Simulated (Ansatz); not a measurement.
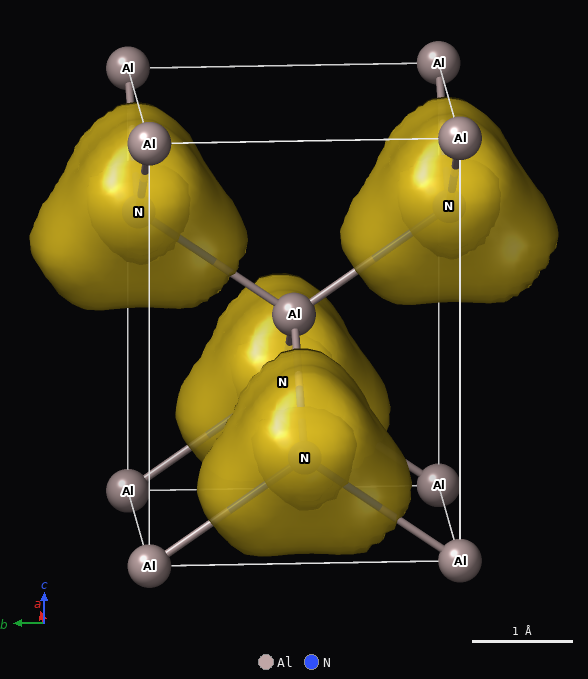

Figure 1: AlN. Isosurface of the ELF at 0.75 (yellow), seen at an oblique angle. Only the valence region is drawn (cores and ρ < 0.01 e/Å³ removed). Sticks mark near contacts.

Space group Imm2; a structure from a database of computed crystals, not necessarily the ambient phase; changed on purpose from its base cell (strain -0.0200 x Voigt [0, 0, 0, 1, 0, 0], atoms carried along).

Method: Ansatz, DFT r2SCAN, scalar-relativistic, plane waves, PAW.

Describe the localisation domains.

The surface consists of two regions on N in which the atom's valence shell and bonds are merged, counted in one cell of 4 atoms. Regions shared between cells count once.

Values along the shortest contacts:
Al–N (1.88 Å): the ELF peaks at about 0.90 between the atoms: a polar covalent bond.

Does the calculation make it a metal, or give it a gap?

It is gapped, with a Kohn–Sham gap of 3.9 eV on the k-point mesh, an upper bound to the gap of this method.
